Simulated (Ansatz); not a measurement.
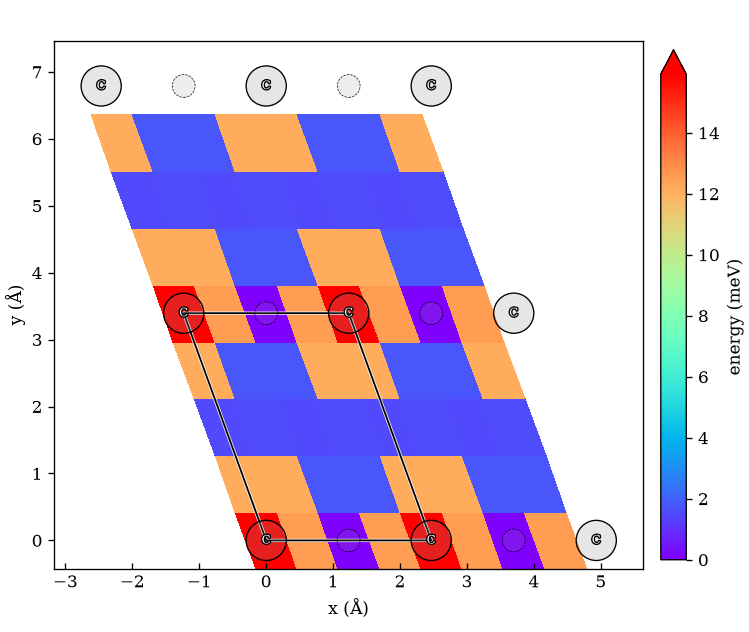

Energy landscape of N₂ on a C(010) slab cut from the Fmmm phase, its upper half relaxed before the scan (24 atoms of substrate and one adsorbate in a 2 × 2 cell). N2 is moved over the surface cell at a fixed height above a rigid substrate; the origin of the map has the adsorbate above C21; the height is held at 3.10 Å. Places are given modulo a cell vector. The map is drawn in real space over the plane of the surface. Grid: 4 × 4 points; 7 points were computed and 9 follow by symmetry. Places are given in fractions of the 1 × 1 surface cell. Energies: meV, counted from the lowest grid point. At a fixed height the lowest place need not be the adsorption site. The calculation used Ansatz 0.2.0, DFT PBE+D3(BJ), scalar-relativistic, plane waves, PAW. Settings: cutoff 420 eV, k-mesh 6×4×1, gaussian smearing 0.05 eV, no spin polarisation.

In the figure: one coloured cell a grid point, labelled circles for the atoms of the top layer and small ones for the second layer, the outline of one cell of the 2 × 2 shown, one colour for all values above the top of the scale. 

### Describe this landscape.

The lowest grid point is at a bridge site between two C atoms, over a second-layer C atom, (2/4, 0/4) of the cell vectors. The highest grid point, the top site over a surface C atom, (0/4, 0/4) of the cell vectors, lies 25.2 meV above the lowest.

Grid values (meV):

```tsv
second ↓, first →	0/4	1/4	2/4	3/4
3/4	12.1	1.8	1.8	12.1
2/4	1.5	1.6	1.5	1.6
1/4	12.1	12.1	1.8	1.8
0/4	25.2	12.5	0.0	12.5
```

The whole map (7 points run) took 7.7 min on 2 threads of Arm Neoverse V1, with other jobs on the host.

PAW datasets: the set soft_1.
